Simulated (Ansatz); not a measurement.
# What a change does: single-point calculation on TaN

System: TaN (slab, 6 atoms in the cell).
Method of run A: DFT, r2SCAN, PAW with Ansatz's default frozen-core files, scalar-relativistic, no spin polarisation (Ansatz 0.2.0).

Text and figures count atoms from 1; the logs count them from 0 in places.

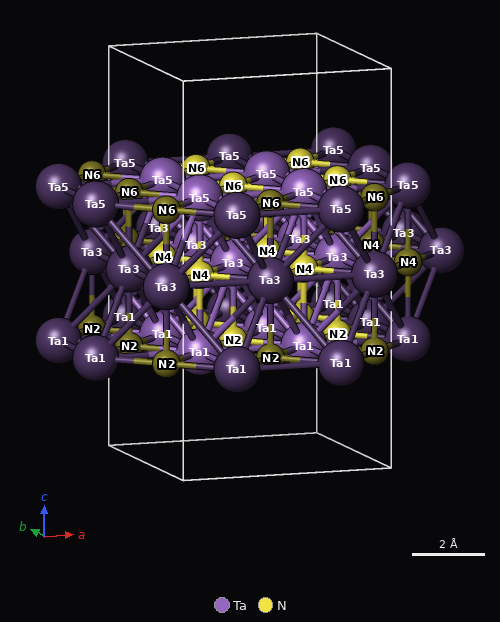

**Figure 1.** The structure (ball-and-stick view of the 2 × 2 repeat of the cell, with the vacuum cut short, seen slightly off an axis; neighbours outside the cell are drawn fainter; atoms are numbered from 1 in the order of the input). Near neighbours in the crystal (not all of them lie inside the picture): Ta has 5 N at 2.20 Å and 8 Ta at 3.11 Å; N has 5 Ta at 2.20 Å; Ta has 6 N at 2.20 Å and 12 Ta at 3.11 Å; N has 6 Ta at 2.20 Å.

**The input, run A**
```yaml
crystal:
  lattice:
    - [3.1085816348, 0.0, 0.0]
    - [0.0, 3.1085816348, 0.0]
    - [0.0, 0.0, 20.3962]
  atoms:
    - { symbol: Ta, position: [0.25, 0.25, 0.3922299667] }
    - { symbol: "N", position: [0.75, 0.75, 0.3922299667] }
    - { symbol: Ta, position: [0.75, 0.75, 0.5] }
    - { symbol: "N", position: [0.25, 0.25, 0.5] }
    - { symbol: Ta, position: [0.25, 0.25, 0.6077700333] }
    - { symbol: "N", position: [0.75, 0.75, 0.6077700333] }
kpoints:
  mp_grid: { grid: [11, 11, 1] }
scf:
  occupations: { method: fermi_dirac, width: 0.05 }
hamiltonian:
  xc: r2scan
  pseudopotentials: { kind: paw }
output:
  forces: true
  stress: true
  eigenvalues: true
  populations: true
efield:
  axis: 3
  amplitude: 0
  dipole_correction: true
```

Launched with:
```bash
ansatz run input.yaml --threads 2 --pin off --max-ram 4096MiB --backend cpu --events-out ev --progress --plain --runs-dir out
```

Hardware: 2 threads of Arm Neoverse V2, 24 GiB of memory available, shared host.

**Output, shortened to warnings, some set-up lines, iterations and results (run A)**
```
Basis set: ecut = 500 eV, 5007 PW (Γ), exchange–correlation on 96×96×600 points (64 copies of the dense FFT grid, shifted against one another)
Symmetry: 8 space group operations
k-points: 21 of 121
Initial density: superposition of atomic densities (neutral atoms: chi_scale 0, normalization atom), corrected by the library's trained network
[...]
SCF iter   1: F=—  HF=-30990.824956 eV  |F-HF|=—  |Δ(HF+E_count)|=         —  Δρ=7.14e-3  dr2=3.89e-1  dr2_τ=3.29e-1  ethr=1.77e-3  p=0.000 e·Å  D=6.20e-14 V/Å  ΔV_dip=-0.00 …
SCF iter   2: F=—  HF=-30990.969320 eV  |F-HF|=—  |Δ(HF+E_count)|=   1.44e-1  Δρ=2.85e-3  dr2=3.79e-2  dr2_τ=8.87e-3  ethr=7.21e-4  p=0.000 e·Å  D=1.12e-5 V/Å  ΔV_dip=-0.00 …
SCF iter   3: F=—  HF=-30990.969820 eV  |F-HF|=—  |Δ(HF+E_count)|=   5.00e-4  Δρ=1.80e-3  dr2=5.80e-3  dr2_τ=1.23e-3  ethr=7.01e-5  p=-0.000 e·Å  D=-6.12e-6 V/Å  ΔV_dip=0.00 …
SCF iter   4: F=—  HF=-30990.968945 eV  |F-HF|=—  |Δ(HF+E_count)|=   8.75e-4  Δρ=4.57e-4  dr2=5.71e-4  dr2_τ=6.31e-5  ethr=1.07e-5  p=0.000 e·Å  D=4.65e-7 V/Å  ΔV_dip=-0.00 …
SCF iter   5: F=—  HF=-30990.969061 eV  |F-HF|=—  |Δ(HF+E_count)|=   1.16e-4  Δρ=1.52e-4  dr2=1.46e-4  dr2_τ=1.01e-5  ethr=1.06e-6  p=0.000 e·Å  D=3.41e-7 V/Å  ΔV_dip=-0.00 …
SCF iter   6: F=—  HF=-30990.969054 eV  |F-HF|=—  |Δ(HF+E_count)|=   6.58e-6  Δρ=5.22e-5  dr2=1.23e-5  dr2_τ=4.87e-7  ethr=2.71e-7  p=-0.000 e·Å  D=-5.44e-7 V/Å  ΔV_dip=0.00 …
SCF iter   7: F=—  HF=-30990.969113 eV  |F-HF|=—  |Δ(HF+E_count)|=   5.82e-5  Δρ=2.28e-5  dr2=2.33e-6  dr2_τ=1.36e-7  ethr=2.28e-8  p=0.000 e·Å  D=6.21e-8 V/Å  ΔV_dip=-0.00 …
SCF iter   8: F=—  HF=-30990.969113 eV  |F-HF|=—  |Δ(HF+E_count)|=   5.72e-8  Δρ=8.09e-6  dr2=1.69e-7  dr2_τ=2.19e-8  ethr=4.31e-9  p=-0.000 e·Å  D=-4.93e-8 V/Å  ΔV_dip=0.00 …
SCF iter   9: F=-30990.969113 eV  HF=-30990.969113 eV  |F-HF|=2.05e-8  |Δ(HF+E_count)|=   5.27e-8  Δρ=2.70e-6  dr2=2.02e-8  dr2_τ=1.44e-9  ethr=1.85e-10  p=0.000 e·Å  …
SCF 1 converged in 9 iterations: F = -30990.969113 eV  dr2 = 2.02e-8
SCF converged after 9 iterations
Free energy (F): -30990.969113 eV
Harris-Foulkes:  -30990.969113 eV  (|F-HF|=2.05e-8)
Internal energy: -30990.949130 eV  (E = F + TS)
E sigma→0 (E₀):  -30990.959121 eV
Entropy (-TS):   -0.019983 eV (-3.331 meV/atom)
Fermi energy:    4.604328 eV
Dipole field:    D = -0.000001 V/Å  (p = -0.000001 e·Å, saw-weighted, corrected)
Work function:   Φ+ = 3.6419 eV   Φ− = 3.6419 eV
Levels:          The Fermi level and band energies are counted from a zero that moves with the ramp; work functions are not
--- Per-component energies (eV) ---
  E_band       = -1083.577541
  E_kinetic    = 1493.756181
  E_local      = -45595.008134  (includes V_loc(G=0)·N_el)
  E_nonlocal   = 177.549131
  E_hartree    = 22064.741471
  E_xc         = -791.054789
  E_vxc        = -917.824598  (∫ρ·V_xc dr)
  E_paw        = -25654.939530  (= ΣΔE_a)
  E_vpaw       = -419.530619  (= ΣTr[D̂ρ^β])
  E_aug_tail   = 0.000242  (compensation charges beyond the density's cutoff)
  E_vtau       = 48.007555  (kinetic-family band-sum trace: ∫τ·v_τ [+ j·A + Jᵃ·Aᵃ] dr)
  E_efield     = 0.000000  (sawtooth field / dipole correction)
  E_vefield    = 0.000000  (∫n·V_field dr)
  E_ewald      = 17316.363833
  E_core_change = -2.357535  (= ΣΔE_core)
  E_smearing   = -0.019983  (= −TS)
  E_closure    = 0.000000  (closes the sum)
  Σ components = -30990.969113   (vs F -30990.969113, Δ=0.00e0)
--- Forces (eV/Å), atoms counted from 1 ---
  atom   1  Ta     0.00000000     0.00000000     1.60524831
  atom   2  N      0.00000000     0.00000000    -1.57192010
  atom   3  Ta     0.00000000     0.00000000     0.00000021
  atom   4  N     -0.00000000     0.00000000     0.00000036
  atom   5  Ta    -0.00000000     0.00000000    -1.60524833
  atom   6  N     -0.00000000     0.00000000     1.57192063
  max |Σ_I F_I| component: 1.08e-6 eV/Å
--- Stress (GPa, compression-positive) ---
       -7.734204       0.000000       0.000000
        0.000000      -7.734204       0.000000
        0.000000       0.000000      -0.118632
  P = ⅓ Tr σ = -5.1957 GPa (-51.957 kbar)
--- Löwdin populations: 6 sites ---
  site symbol       q [e]
     0     Ta     12.1194
     1      N      5.7936
     2     Ta     12.1926
     3      N      5.7139
     4     Ta     12.1194
     5      N      5.7936
  spilling = 0.004953 (of n_electrons = 54.000000)
```

The input of run B differs as follows (lines with − go, lines with + come):
```diff
-    - { symbol: Ta, position: [0.25, 0.25, 0.3922299667] }
-    - { symbol: "N", position: [0.75, 0.75, 0.3922299667] }
-    - { symbol: Ta, position: [0.75, 0.75, 0.5] }
-    - { symbol: "N", position: [0.25, 0.25, 0.5] }
-    - { symbol: Ta, position: [0.25, 0.25, 0.6077700333] }
-    - { symbol: "N", position: [0.75, 0.75, 0.6077700333] }
+    - { symbol: Ta, position: [0.25, 0.25, 0.3990060911] }
+    - { symbol: "N", position: [0.75, 0.75, 0.3848413536] }
+    - { symbol: Ta, position: [0.75, 0.75, 0.500000005] }
+    - { symbol: "N", position: [0.25, 0.25, 0.5000000044] }
+    - { symbol: Ta, position: [0.25, 0.25, 0.6009939036] }
+    - { symbol: "N", position: [0.75, 0.75, 0.6151586423] }
-  populations: true
-efield:
-  axis: 3
-  amplitude: 0
-  dipole_correction: true
+  core_levels:
+    shells: { Ta: ["4f"] }
+    counted_from: fermi_level
+    add_spin: false
```

What does this change do to the results?

The total energies belong to different models, so their difference says nothing on which is more stable or more accurate. The largest force goes from 1.605 to 0.007 eV/Å. The SCF takes 8 iterations against 9. On the same kind of shared host run B took about 2.6 times as long.

**Output, shortened to warnings, some set-up lines, iterations and results (run B)**
```
Basis set: ecut = 500 eV, 5007 PW (Γ), exchange–correlation on 96×96×600 points (64 copies of the dense FFT grid, shifted against one another)
Symmetry: 16 space group operations
k-points: 21 of 121
Initial density: superposition of atomic densities (neutral atoms: chi_scale 0, normalization atom), corrected by the library's trained network
[...]
SCF iter   1: F=—  HF=-30991.227689 eV  |F-HF|=—  |Δ(HF+E_count)|=         —  Δρ=7.56e-3  dr2=2.41e-1  dr2_τ=3.26e-1  ethr=1.77e-3  ⟨swp⟩=9.1  Hψ=3813  notcnv=0
SCF iter   2: F=—  HF=-30991.378564 eV  |F-HF|=—  |Δ(HF+E_count)|=   1.51e-1  Δρ=3.85e-3  dr2=3.26e-2  dr2_τ=8.72e-3  ethr=4.46e-4  ⟨swp⟩=3.5  Hψ=1348  notcnv=0  defer=8
SCF iter   3: F=—  HF=-30991.376143 eV  |F-HF|=—  |Δ(HF+E_count)|=   2.42e-3  Δρ=1.55e-3  dr2=7.31e-3  dr2_τ=8.25e-4  ethr=6.04e-5  ⟨swp⟩=2.2  Hψ=1123  notcnv=0  defer=8
SCF iter   4: F=—  HF=-30991.375836 eV  |F-HF|=—  |Δ(HF+E_count)|=   3.07e-4  Δρ=6.95e-4  dr2=2.07e-3  dr2_τ=1.56e-4  ethr=1.35e-5  ⟨swp⟩=2.3  Hψ=1047  notcnv=0  defer=8
SCF iter   5: F=—  HF=-30991.375754 eV  |F-HF|=—  |Δ(HF+E_count)|=   8.20e-5  Δρ=1.78e-4  dr2=7.91e-5  dr2_τ=1.11e-5  ethr=3.84e-6  ⟨swp⟩=2.1  Hψ=1010  notcnv=0  defer=8
SCF iter   6: F=—  HF=-30991.375822 eV  |F-HF|=—  |Δ(HF+E_count)|=   6.82e-5  Δρ=4.08e-5  dr2=7.92e-6  dr2_τ=5.98e-7  ethr=1.47e-7  ⟨swp⟩=3.3  Hψ=1359  notcnv=0  defer=8
SCF iter   7: F=—  HF=-30991.375822 eV  |F-HF|=—  |Δ(HF+E_count)|=   2.59e-8  Δρ=1.27e-5  dr2=5.42e-7  dr2_τ=1.94e-8  ethr=1.47e-8  ⟨swp⟩=2.6  Hψ=1163  notcnv=0  defer=8
SCF iter   8: F=-30991.375822 eV  HF=-30991.375822 eV  |F-HF|=1.61e-8  |Δ(HF+E_count)|=   2.22e-7  Δρ=4.12e-6  dr2=4.49e-8  dr2_τ=4.99e-9  ethr=1.85e-10  ⟨swp⟩=13.2  Hψ=3941  …
SCF 1 converged in 8 iterations: F = -30991.375822 eV  dr2 = 4.49e-8
── core hole 1/2: 4f of Ta 0 ──
── 4f of Ta 0: 25.408 eV over the cell without the hole, in 10 iterations ──
── core hole 2/2: 4f of Ta 2 ──
── 4f of Ta 2: 24.947 eV over the cell without the hole, in 10 iterations ──
SCF converged after 8 iterations
Free energy (F): -30991.375822 eV
Harris-Foulkes:  -30991.375822 eV  (|F-HF|=1.61e-8)
Internal energy: -30991.339808 eV  (E = F + TS)
E sigma→0 (E₀):  -30991.357815 eV
Entropy (-TS):   -0.036014 eV (-6.002 meV/atom)
Fermi energy:    4.831969 eV
--- Per-component energies (eV) ---
  E_band       = -1073.525577
  E_kinetic    = 1495.617550
  E_local      = -46480.773762  (includes V_loc(G=0)·N_el)
  E_nonlocal   = 178.437033
  E_hartree    = 22512.509204
  E_xc         = -792.229644
  E_vxc        = -919.832607  (∫ρ·V_xc dr)
  E_paw        = -25655.471787  (= ΣΔE_a)
  E_vpaw       = -420.317850  (= ΣTr[D̂ρ^β])
  E_aug_tail   = 0.000270  (compensation charges beyond the density's cutoff)
  E_vtau       = 48.300533  (kinetic-family band-sum trace: ∫τ·v_τ [+ j·A + Jᵃ·Aᵃ] dr)
  E_ewald      = 17752.928862
  E_core_change = -2.357535  (= ΣΔE_core)
  E_smearing   = -0.036014  (= −TS)
  E_closure    = -0.000000  (closes the sum)
  Σ components = -30991.375822   (vs F -30991.375822, Δ=0.00e0)
--- Forces (eV/Å), atoms counted from 1 ---
  atom   1  Ta     0.00000000     0.00000000     0.00741369
  atom   2  N     -0.00000000     0.00000000    -0.00024326
  atom   3  Ta     0.00000000     0.00000000     0.00000000
  atom   4  N      0.00000000     0.00000000     0.00000000
  atom   5  Ta     0.00000000     0.00000000    -0.00741369
  atom   6  N     -0.00000000     0.00000000     0.00024326
  max |Σ_I F_I| component: 7.86e-19 eV/Å
--- Stress (GPa, compression-positive) ---
       -6.600752       0.000000       0.000000
        0.000000      -6.600752       0.000000
        0.000000       0.000000      -0.023962
  P = ⅓ Tr σ = -4.4085 GPa (-44.085 kbar)
--- Core levels from the Fermi level (as output.core_levels.counted_from types it; a hole's nearest image at 3.1 Å) ---
  the holes have no spin, as output.core_levels.add_spin types it
  atom         alike  shell      binding/eV   shift/eV difference/eV images/eV   SCF
  Ta 0             2     4f          25.408     +0.000        25.408         –    10
  Ta 2             1     4f          24.947     -0.461        24.947         –    10
  the dataset of Ta with a 4f hole: scattering error 0.245 eV; outside its bounds: its channels together can move a line by 0.249 eV; free atom: scalar-relativistic, large and small components
  the two lines of Ta's 4f: 4f5/2 +1.080 eV and 4f7/2 -0.810 eV off its levels, 3 : 4 in strength
```

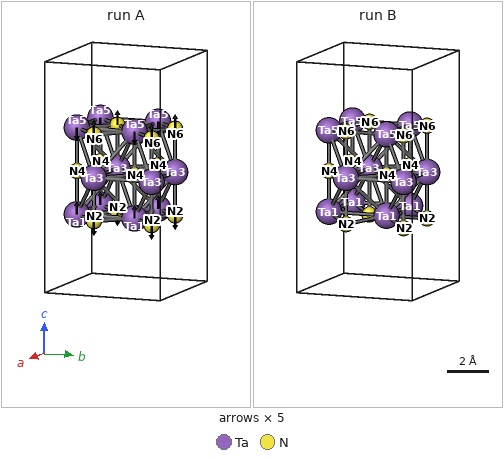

**Figure 2.** The two input geometries at one scale (ball-and-stick view of the 2 × 2 repeat of the cell, with the vacuum cut short, seen slightly off an axis). The black arrows on the first give the shifts of the atoms relative to the cell, with their mean removed, magnified 5 times. The largest moves, 0.15 Å, are those of N2 and N6. By element the largest moves are N 0.15 Å, Ta 0.14 Å. (The mean shift of all atoms is removed.) The cell stays as it was. Among the contacts that change: N2–Ta3 2.198 → 2.349 Å, N4–Ta5 2.198 → 2.060 Å, Ta1–Ta3 3.109 → 3.012 Å, Ta1–N2 2.198 → 2.217 Å.

**The two runs side by side**

```csv
quantity,run A,run B
outcome,converged,converged
free energy per atom (eV),−5165.1615,−5165.2293
"energy per atom, smearing taken to zero (eV)",−5165.1599,−5165.2263
largest force (eV/Å),1.605,0.007
SCF iterations,9,8
irreducible k-points,21,21
plane waves at Γ,5007,5007
wall time (shared host),15 s,39 s
```

For both runs: Spin–orbit coupling is left out, which matters for Ta.
